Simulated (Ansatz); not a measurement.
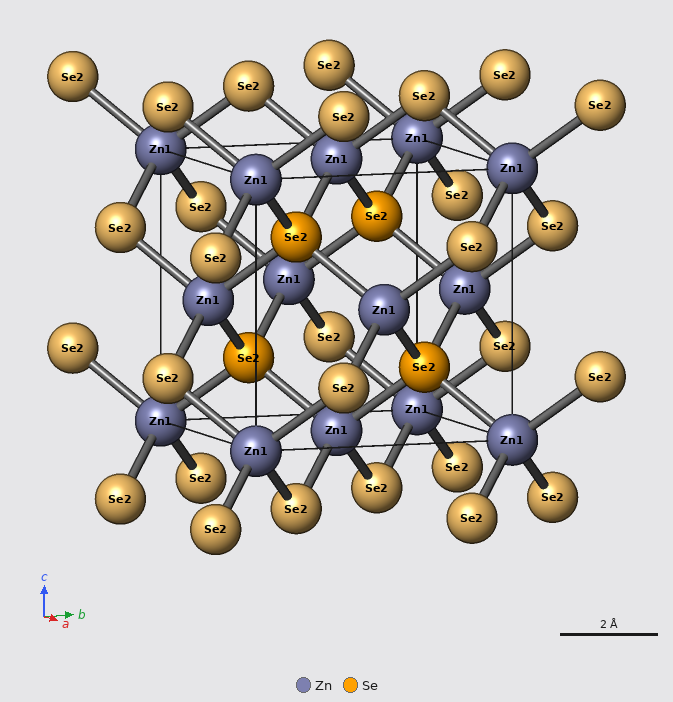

*The starting structure (ball-and-stick view of the cell 4 times as large as that of the calculation, set on its symmetry axes, seen slightly off an axis; neighbours outside the cell are drawn fainter; atoms are numbered from 1 in the order of the input). An atom can appear more than once, as a periodic image.*

# Run report: ZnSe, geometry relaxation

- system: ZnSe (F-43m, 2 atoms in the cell)
- method: DFT PBE+D3(BJ), scalar-relativistic, plane waves, PAW, no spin polarisation (Ansatz 0.2.0)

The structure derives from an entry of the Crystallography Open Database. Figures and captions count atoms from 1; the log counts them from 0 in places.

Input file
```yaml
crystal:
  lattice:
    - [0.0, 2.8338, 2.8338]
    - [2.8338, 0.0, 2.8338]
    - [2.8338, 2.8338, 0.0]
  atoms:
    - { symbol: Zn, position: [0.0, 0.0, 0.0] }
    - { symbol: Se, position: [0.75, 0.75, 0.75] }
basis:
  ecutwfc: 420
kpoints:
  mp_grid: { grid: [8, 8, 8] }
hamiltonian:
  xc: pbe
  dispersion: d3bj
scf:
  occupations: { method: gaussian, width: 0.02 }
output:
  forces: true
  stress: true
  eigenvalues: true
relax:
  adjacent_minimum: "off"
  f_tol: 0.005
  max_steps: 80
  cell: { stress_tol: 0.05 }
```

Command:
```bash
ansatz run input.yaml --threads 4 --pin off --max-ram 10240MiB --backend cpu --events-out ev --progress --plain --runs-dir out
```

What the program printed
```
Engine: ansatz 0.2.0, x86_64-unknown-linux-gnu
Pseudopotentials: kind: paw
Pseudopotential: Zn, paw, valence charge 12, recommended cutoff 420 eV (normal), Zn.paw.azcp
Pseudopotential: Se, paw, valence charge 16, recommended cutoff 420 eV (normal), Se.paw.azcp
Functional definition: PBE
  parameter kappa = 0.804
  parameter beta = 0.06672455060314922
  exchange = pbe_x(kappa = kappa, mu = beta*pi^2/3)
  correlation = pbe_c(beta = beta)
Crystal: 2 atoms, lattice volume = 45.513 Å³
Basis set: ecut = 420 eV, 893 PW (Γ), exchange–correlation on 54×54×54 points (8 copies of the dense FFT grid, shifted against one another)
Bands: 18, of which v1, the nominal top of the filled ones, is band 14 counted from 1 (13 counted from 0)
Symmetry: 24 space group operations
Space group: F-43m (ITA 216), of the structure as read, at distance tolerance 3.6e-5 Å
k-points: 29 of 512 (time reversal used)
Non-local potential: Zn, projectors of the file, l = 0: 2, l = 1: 2, l = 2: 3, l = 3: 1
Non-local potential: Se, projectors of the file, l = 0: 2, l = 1: 2, l = 2: 3, l = 3: 1
PAW form: soft (Blöchl's): semilocal exchange-correlation on the pseudo side does not see the compensation charge
PAW one-centre angular grid: Zn, 590 points (default); XC on 64 Gauss nodes
PAW one-centre angular grid: Se, 590 points (default); XC on 64 Gauss nodes
Initial density: superposition of atomic densities (neutral atoms: chi_scale 0, normalization atom), corrected by the library's trained network
Initial wavefunctions: pseudopotential atomic-orbital guess
Functional: x = pbe(κ = 0.804, μ = 0.2195149727645171), c = pbe(β = 0.06672455060314922)
SCF iter   1: F=—  HF=-8790.171108 eV  |F-HF|=—  |Δ(HF+E_count)|=         —  Δρ=7.91e-4  dr2=4.17e-4  ethr=1.77e-3  ⟨swp⟩=6.0  Hψ=2669  notcnv=0
preconditioner: auto → none  [insulator: Δε(μ)=1.281 eV  Ē_g=11.918 eV  σ=0.020 eV  W_gap=1.00  n_scr=14 (ndim 8)  ℏωp=23.4 eV  f_vac=0.121  D(μ)=0.00/eV (n_scr^D=0)  ε∞_Penn≈4.8]
SCF iter   2: F=—  HF=-8790.170936 eV  |F-HF|=—  |Δ(HF+E_count)|=   1.72e-4  Δρ=3.62e-4  dr2=3.22e-5  ethr=1.49e-6  ⟨swp⟩=2.1  Hψ=1251  notcnv=0
SCF iter   3: F=—  HF=-8790.170955 eV  |F-HF|=—  |Δ(HF+E_count)|=   1.94e-5  Δρ=1.72e-4  dr2=7.22e-6  ethr=1.15e-7  ⟨swp⟩=2.0  Hψ=832  notcnv=0
SCF iter   4: F=—  HF=-8790.170956 eV  |F-HF|=—  |Δ(HF+E_count)|=   7.65e-8  Δρ=7.74e-5  dr2=1.04e-6  ethr=2.58e-8  ⟨swp⟩=2.0  Hψ=754  notcnv=0
SCF iter   5: F=—  HF=-8790.170959 eV  |F-HF|=—  |Δ(HF+E_count)|=   3.61e-6  Δρ=1.78e-5  dr2=2.20e-7  ethr=3.72e-9  ⟨swp⟩=2.0  Hψ=928  notcnv=0
SCF iter   6: F=-8790.170959 eV  HF=-8790.170959 eV  |F-HF|=4.96e-9  |Δ(HF+E_count)|=   1.05e-8  Δρ=4.33e-6  dr2=7.59e-9  ethr=3.57e-10  ⟨swp⟩=5.7  Hψ=2448  notcnv=0
SCF 1 converged in 6 iterations: F = -8790.170959 eV  dr2 = 7.59e-9
  greatest PAW one-centre occupation: 1.000 electrons in one spin orbital (limit 2), on the Se atom at site 1 (counted from 0), in its partial waves of l = 2
relax step   1: F+E_penalty+E_count = -8790.17095916 eV  Δ(F+E_penalty+E_count) = +0.000e0 eV  max|allowed force component| = 1.550e-16 eV/Å  Δτ_max = 0.0000 Å  P = -0.417 GPa  Ω = 45.513 Å³  (6 SCF iters, dr2 threshold 1.00e-7 eV, accepted)
Crystal: 2 atoms, lattice volume = 45.285 Å³
Initial density: handed on by an earlier stage of this run
Initial wavefunctions: those handed on with the density
iter 1 solved again at ethr=6.00e-8 eV; its pass at ethr=3.10e-3 eV (dr2=1.68e-5 eV) is discarded
SCF iter   1: F=—  HF=-8790.171412 eV  |F-HF|=—  |Δ(HF+E_count)|=         —  Δρ=1.61e-4  dr2=1.42e-5  ethr=6.00e-8  ⟨swp⟩=2.8  Hψ=2980  notcnv=0
preconditioner: auto → none  [insulator: Δε(μ)=1.307 eV  Ē_g=11.942 eV  σ=0.020 eV  W_gap=1.00  n_scr=14 (ndim 8)  ℏωp=23.4 eV  f_vac=0.114  D(μ)=0.00/eV (n_scr^D=0)  ε∞_Penn≈4.8]
SCF iter   2: F=—  HF=-8790.171409 eV  |F-HF|=—  |Δ(HF+E_count)|=   2.76e-6  Δρ=1.08e-4  dr2=3.06e-6  ethr=5.07e-8  ⟨swp⟩=2.0  Hψ=704  notcnv=0
SCF iter   3: F=—  HF=-8790.171409 eV  |F-HF|=—  |Δ(HF+E_count)|=   3.30e-7  Δρ=4.21e-5  dr2=8.19e-7  ethr=1.09e-8  ⟨swp⟩=2.0  Hψ=754  notcnv=0
SCF iter   4: F=-8790.171409 eV  HF=-8790.171409 eV  |F-HF|=9.42e-9  |Δ(HF+E_count)|=   3.17e-7  Δρ=1.35e-5  dr2=4.33e-8  ethr=7.14e-10  ⟨swp⟩=3.0  Hψ=2152  notcnv=0
SCF 2 converged in 4 iterations: F = -8790.171409 eV  dr2 = 4.33e-8
relax step   2: F+E_penalty+E_count = -8790.17140889 eV  Δ(F+E_penalty+E_count) = -4.497e-4 eV  max|allowed force component| = 6.014e-17 eV/Å  Δτ_max = 0.0000 Å  P = -0.105 GPa  Ω = 45.285 Å³  energy of the carried Pulay correction = +7.672e-5 eV  (4 SCF iters, dr2 threshold 2.00e-7 eV, accepted)
Crystal: 2 atoms, lattice volume = 45.209 Å³
iter 1 solved again at ethr=7.41e-9 eV; its pass at ethr=3.10e-3 eV (dr2=2.07e-6 eV) is discarded
SCF iter   1: F=—  HF=-8790.171460 eV  |F-HF|=—  |Δ(HF+E_count)|=         —  Δρ=6.03e-5  dr2=1.61e-6  ethr=7.41e-9  ⟨swp⟩=2.7  Hψ=2976  notcnv=0
preconditioner: auto → none  [insulator: Δε(μ)=1.315 eV  Ē_g=11.949 eV  σ=0.020 eV  W_gap=1.00  n_scr=14 (ndim 8)  ℏωp=23.4 eV  f_vac=0.114  D(μ)=0.00/eV (n_scr^D=0)  ε∞_Penn≈4.8]
SCF iter   2: F=—  HF=-8790.171460 eV  |F-HF|=—  |Δ(HF+E_count)|=   5.78e-7  Δρ=3.62e-5  dr2=3.64e-7  ethr=5.76e-9  ⟨swp⟩=2.6  Hψ=751  notcnv=0
SCF iter   3: F=—  HF=-8790.171460 eV  |F-HF|=—  |Δ(HF+E_count)|=   1.74e-7  Δρ=2.13e-5  dr2=1.75e-7  ethr=1.30e-9  ⟨swp⟩=2.0  Hψ=768  notcnv=0
SCF iter   4: F=-8790.171460 eV  HF=-8790.171460 eV  |F-HF|=2.17e-9  |Δ(HF+E_count)|=   9.21e-8  Δρ=4.98e-6  dr2=6.44e-9  ethr=9.92e-11  ⟨swp⟩=3.0  Hψ=2176  notcnv=0
SCF 3 converged in 4 iterations: F = -8790.171460 eV  dr2 = 6.44e-9
relax step   3: F+E_penalty+E_count = -8790.17145963 eV  Δ(F+E_penalty+E_count) = -5.074e-5 eV  max|allowed force component| = 5.089e-17 eV/Å  Δτ_max = 0.0000 Å  P = +0.001 GPa  Ω = 45.209 Å³  energy of the carried Pulay correction = +1.025e-4 eV  (4 SCF iters, dr2 threshold 2.78e-8 eV, accepted)
Initial wavefunctions: pseudopotential atomic-orbital guess (no wavefunctions were taken with the density)
iter 1 solved again at ethr=6.34e-8 eV; its pass at ethr=3.10e-3 eV (dr2=1.78e-5 eV) is discarded
SCF iter   1: F=—  HF=-8790.171338 eV  |F-HF|=—  |Δ(HF+E_count)|=         —  Δρ=1.47e-5  dr2=3.80e-8  ethr=6.34e-8  ⟨swp⟩=2.7  Hψ=3918  notcnv=0
preconditioner: auto → none  [insulator: Δε(μ)=1.315 eV  Ē_g=11.948 eV  σ=0.020 eV  W_gap=1.00  n_scr=14 (ndim 8)  ℏωp=23.4 eV  f_vac=0.114  D(μ)=0.00/eV (n_scr^D=0)  ε∞_Penn≈4.8]
SCF iter   2: F=—  HF=-8790.171336 eV  |F-HF|=—  |Δ(HF+E_count)|=   1.78e-6  Δρ=1.45e-5  dr2=4.36e-8  ethr=1.36e-10  ⟨swp⟩=2.1  Hψ=920  notcnv=0
SCF iter   3: F=—  HF=-8790.171336 eV  |F-HF|=—  |Δ(HF+E_count)|=   1.83e-8  Δρ=8.77e-6  dr2=2.33e-8  ethr=1.36e-10  ⟨swp⟩=2.0  Hψ=755  notcnv=0
SCF iter   4: F=—  HF=-8790.171336 eV  |F-HF|=—  |Δ(HF+E_count)|=   1.56e-8  Δρ=1.04e-6  dr2=2.49e-10  ethr=8.31e-11  ⟨swp⟩=2.0  Hψ=754  notcnv=0
SCF iter   5: F=—  HF=-8790.171336 eV  |F-HF|=—  |Δ(HF+E_count)|=  2.18e-11  Δρ=2.97e-7  dr2=2.26e-11  ethr=1.00e-12  ⟨swp⟩=2.0  Hψ=755  notcnv=0
SCF iter   6: F=-8790.171336 eV  HF=-8790.171336 eV  |F-HF|=0.00e0  |Δ(HF+E_count)|=  1.82e-11  Δρ=2.94e-8  dr2=2.29e-13  ethr=1.00e-12  ⟨swp⟩=5.2  Hψ=2272  notcnv=0
SCF 4 converged in 6 iterations: F = -8790.171336 eV  dr2 = 2.29e-13
relax step   4: F+E_penalty+E_count = -8790.17133575 eV  Δ(F+E_penalty+E_count) = +1.239e-4 eV  max|allowed force component| = 5.378e-17 eV/Å  Δτ_max = 0.0000 Å  P = +0.002 GPa  Ω = 45.209 Å³  stress off target by 1.79e-3 GPa  SCF on the basis re-selected at this cell (its energy is not comparable with the rows above)  (6 SCF iters)
```

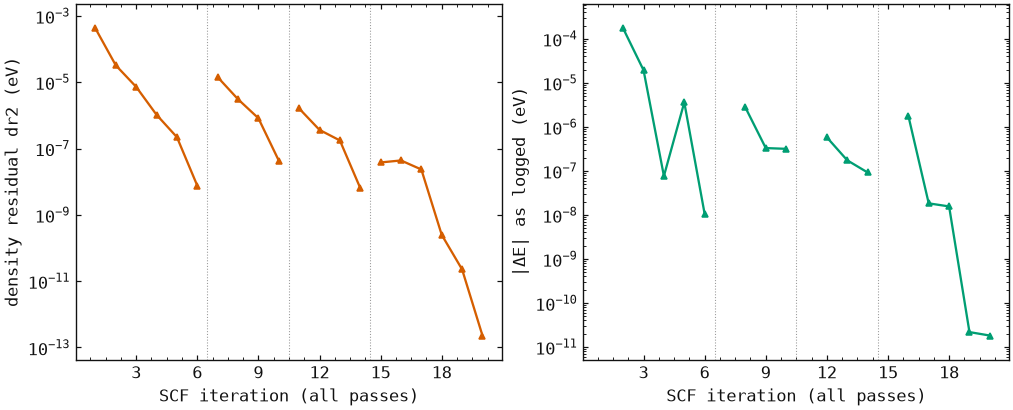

*Convergence of the self-consistent field: density residual dr2 and size of the energy change against the SCF iteration. The dotted lines part the SCF passes of the relaxation: geometry steps, rejected trials and re-solves on a re-selected basis.*

The passes take 6, 4, 4 and 6 iterations.

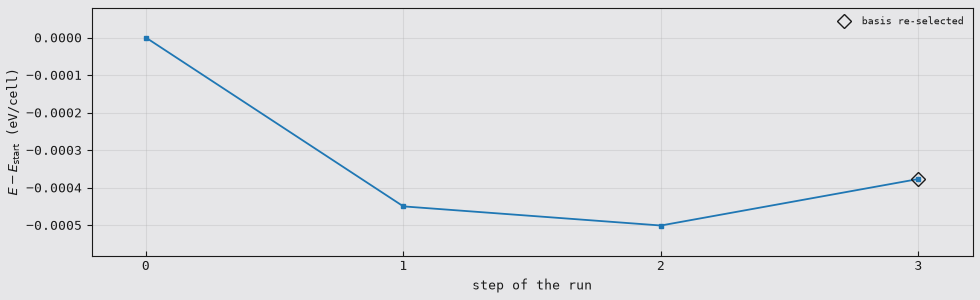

*Progress of the relaxation, step by step (the first geometry is step 0 here and step 1 in the log).*

The atoms keep their places relative to the cell (all moves are under 0.005 Å). Cell: a = b = c 5.668 → 5.655 Å (−0.2 %). Volume −0.7 %. Among the contacts that change: Zn1–Se2 2.454 → 2.449 Å. The space group stays F-43m (No. 216). The energy falls by 0.5 meV per cell of the calculation in 2 geometry steps. All forces vanish by symmetry, so only the cell relaxes. The pressure goes from −0.42 to 0.00 GPa. A last SCF at the same geometry on a re-selected plane-wave basis shifts the energy by +0.1 meV per cell of the calculation. (Atoms are counted from 1 in the order of the input.)

```
basis re-selected at this cell: Δ(F+E_penalty+E_count) = +1.239e-4 eV, ΔP = +0.001 GPa vs the last step (what re-selecting the basis moved, of the pressure what is left beyond the Pulay correction that the steps carried, after the strain that the cell walked since its last selection, with what the two solves' SCF thresholds leave and, on support functions, any second-order correction that the steps lacked; it is no measure of the basis error at this ecutwfc). This SCF's stress stands 1.79e-3 GPa from its target on what of the cell is left free (relax.cell.stress_tol is 5.00e-2 GPa) and its largest allowed force component is 5.38e-17 eV/Å (relax.f_tol is 5.00e-3 eV/Å): within both
SCF converged after 6 iterations
Free energy (F): -8790.171336 eV
Harris-Foulkes:  -8790.171336 eV  (|F-HF|=0.00e0)
Internal energy: -8790.171336 eV  (E = F + TS)
E sigma→0 (E₀):  -8790.171336 eV
Fermi energy:    7.528579 eV
--- Per-component energies (eV) ---
  E_band       = -379.386751
  E_kinetic    = 250.307748
  E_local      = -4380.814914  (includes V_loc(G=0)·N_el)
  E_nonlocal   = 18.278821
  E_hartree    = 2030.595748
  E_xc         = -241.616317
  E_vxc        = -150.442929  (∫ρ·V_xc dr)
  E_paw        = -3739.234451  (= ΣΔE_a)
  E_vpaw       = -177.906060  (= ΣTr[D̂ρ^β])
  E_aug_tail   = -0.000909  (compensation charges beyond the density's cutoff)
  E_ewald      = -2727.037544
  E_disp       = -0.649517  (pairwise vdW)
  E_smearing   = -0.000000  (= −TS)
  E_closure    = 0.000000  (closes the sum)
  Σ components = -8790.171336   (vs F -8790.171336, Δ=0.00e0)
--- Forces (eV/Å), atoms counted from 1 ---
  atom   1  Zn    -0.00000000     0.00000000     0.00000000
  atom   2  Se     0.00000000    -0.00000000    -0.00000000
  max |Σ_I F_I| component: 7.75e-17 eV/Å
--- Stress (GPa, compression-positive) ---
        0.001791      -0.000000      -0.000000
        0.000000       0.001791       0.000000
        0.000000       0.000000       0.001791
  P = ⅓ Tr σ = 0.0018 GPa (0.018 kbar)
--- Band table (eV; the first three rows and the last of 29) ---
  k-point 0: bands = ["-39.9936", "-39.9936", "-39.9936", "-39.9891", "-39.9891", "-6.4349", "0.3081", "0.3081", "0.3081", "0.6856", "0.6856", "6.8709", "6.8709", "6.8709", "8.1859", "12.6795", "12.6795", "12.6795"]
  k-point 1: bands = ["-39.9936", "-39.9936", "-39.9936", "-39.9891", "-39.9891", "-6.3329", "0.3146", "0.3242", "0.3242", "0.6842", "0.6842", "5.5507", "6.7171", "6.7171", "9.1693", "12.6240", "12.9354", "12.9354"]
  k-point 2: bands = ["-39.9936", "-39.9935", "-39.9935", "-39.9891", "-39.9891", "-6.0680", "0.3596", "0.3596", "0.3692", "0.6857", "0.6857", "3.8103", "6.3887", "6.3887", "9.6367", "13.3157", "13.3157", "13.4547"]
  k-point 28: bands = ["-39.9936", "-39.9935", "-39.9932", "-39.9891", "-39.9890", "-5.3572", "0.4260", "0.5195", "0.6511", "0.6552", "0.9904", "2.1558", "4.0832", "4.1780", "12.3529", "12.4550", "13.8559", "14.5833"]
--- Relaxed structure (3 steps of the walk, 3 accepted, 1 SCFs on fresh bases) ---
  F+E_penalty+E_count = -8790.17133575 eV   max|allowed force component| = 5.378e-17 eV/Å   (the final SCF, on the basis selected at the relaxed cell)
  cell:  # Å, volume = 45.2087 Å³
    - [9.426438260856843e-34, 2.827466696151708, 2.827466696151708]
    - [2.827466696151708, 2.6495934571057068e-33, 2.827466696151708]
    - [2.827466696151708, 2.827466696151708, 2.7769777579280966e-33]
  atoms:
    - { symbol: Zn, position: [4.559171445972793e-34, -4.559171445972793e-34, -5.975063199380494e-34] }
    - { symbol: Se, position: [0.75, 0.75, 0.75] }
```

Trajectory as extended XYZ (Å, eV, eV/Å), 4 frames, from step=1 to step=4
```
2
Lattice="0.0000 2.8338 2.8338 2.8338 0.0000 2.8338 2.8338 2.8338 0.0000" Properties=species:S:1:pos:R:3:forces:R:3 step=1 energy=-8790.17096 pressure_GPa=-0.42
Zn    0.0000    0.0000    0.0000    0.0000   0.0000   0.0000
Se    4.2507    4.2507    4.2507    0.0000   0.0000   0.0000
2
Lattice="0.0000 2.8291 2.8291 2.8291 0.0000 2.8291 2.8291 2.8291 0.0000" Properties=species:S:1:pos:R:3:forces:R:3 step=2 energy=-8790.17141 pressure_GPa=-0.11
Zn    0.0000    0.0000    0.0000    0.0000   0.0000   0.0000
Se    4.2436    4.2436    4.2436    0.0000   0.0000   0.0000
2
Lattice="0.0000 2.8275 2.8275 2.8275 0.0000 2.8275 2.8275 2.8275 0.0000" Properties=species:S:1:pos:R:3:forces:R:3 step=3 energy=-8790.17146 pressure_GPa=0.00
Zn    0.0000    0.0000    0.0000    0.0000   0.0000   0.0000
Se    4.2412    4.2412    4.2412    0.0000   0.0000   0.0000
2
Lattice="0.0000 2.8275 2.8275 2.8275 0.0000 2.8275 2.8275 2.8275 0.0000" Properties=species:S:1:pos:R:3:forces:R:3 step=4 energy=-8790.17134 pressure_GPa=0.00
Zn    0.0000    0.0000    0.0000    0.0000   0.0000   0.0000
Se    4.2412    4.2412    4.2412    0.0000   0.0000   0.0000
```

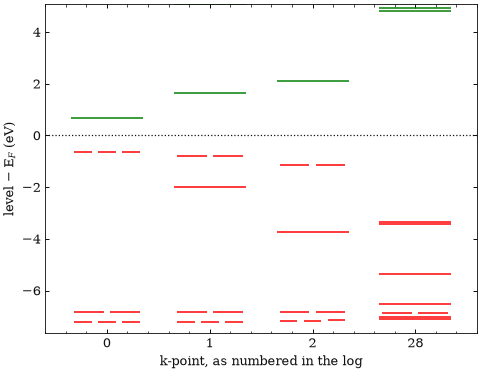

*Kohn–Sham levels near the Fermi level (dotted) at the few k-points that the log prints; levels within 0.02 eV of each other stand side by side.*

Among these points the highest filled and lowest empty levels are 1.32 eV apart, which is the gap on the mesh.

Summary

```json
{"quantity": "outcome", "value": "converged"}
{"quantity": "space group (tolerance 0.01 Å)", "value": "F-43m (216)"}
{"quantity": "electrons treated", "value": "28"}
{"quantity": "free energy", "value": "−8790.1713 eV"}
{"quantity": "Fermi energy", "value": "7.529 eV"}
{"quantity": "gap on the k-point mesh", "value": "1.32 eV"}
{"quantity": "pressure", "value": "0.00 GPa"}
{"quantity": "final volume", "value": "45.21 Å³"}
{"quantity": "largest force (length of the vector) at the end", "value": "under 0.001 eV/Å"}
{"quantity": "final cell", "value": "a = 3.999 Å, b = 3.999 Å, c = 3.999 Å, α = 60.00°, β = 60.00°, γ = 60.00°"}
{"quantity": "hardware", "value": "4 threads of Intel Xeon (Granite Rapids), 64 GiB of memory available, shared host"}
{"quantity": "wall time", "value": "2.8 s (CPU time 9.3 s)"}
{"quantity": "peak memory", "value": "0.39 GiB"}
```
